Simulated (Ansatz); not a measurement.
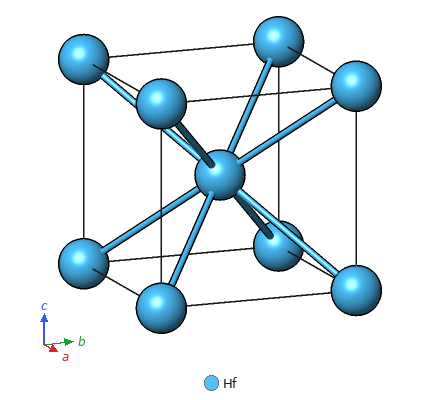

Hf (Im-3m, No. 229): the end point of a relaxation with Ansatz, DFT, RPBE, plane waves (420 eV) with PAW, scalar-relativistic; the starting structure was generated, so it need not be a known form of this composition.

```cif
data_structure
_symmetry_space_group_name_H-M 'Im-3m'
_symmetry_Int_Tables_number 229
_cell_length_a 3.5838
_cell_length_b 3.5838
_cell_length_c 3.5838
_cell_angle_alpha 90.000
_cell_angle_beta 90.000
_cell_angle_gamma 90.000
_cell_volume 46.03
loop_
_atom_site_label
_atom_site_type_symbol
_atom_site_symmetry_multiplicity
_atom_site_Wyckoff_symbol
_atom_site_fract_x
_atom_site_fract_y
_atom_site_fract_z
_atom_site_occupancy
Hf1 Hf 2 a 0.00000 0.00000 0.00000 1
```

**What will a HAADF-like image along [210] show? The image is simulated as a sum over atoms of Z^1.7, blurred by a 0.75 Å probe (no channelling). The probe carries 15 % of its weight in a tail 2.5 times as wide. The display is stretched by a gamma of 0.8; percentages refer to the linear signal. Shot noise was added.**

The columns repeat on a centred rectangular net of 1.60 × 3.58 Å (plane group c2mm). All columns are alike (Hf). The shortest distance between visible columns is 1.60 Å in projection. Along the beam the structure repeats every 8.01 Å.

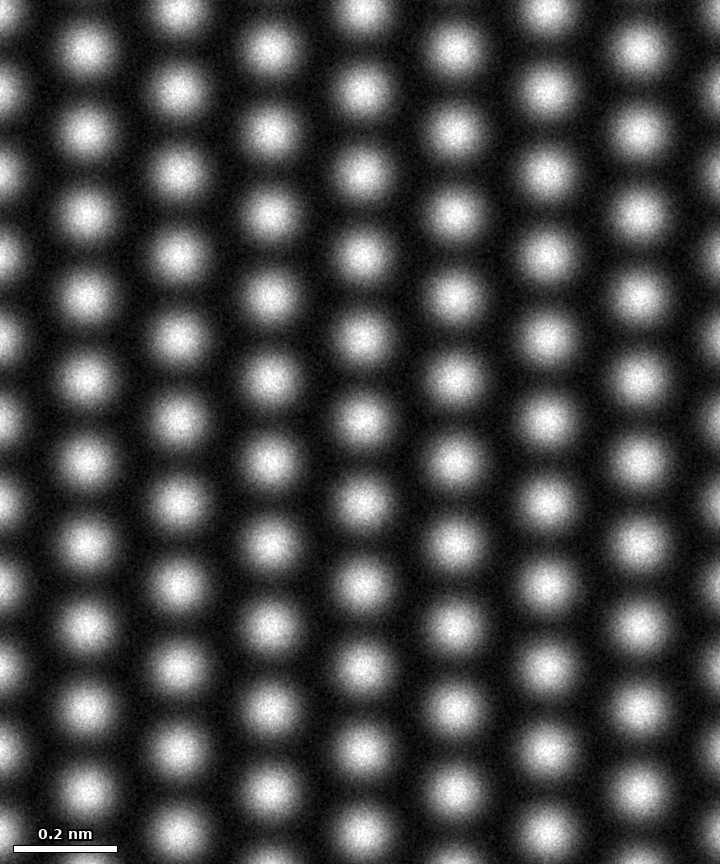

The simulated image.
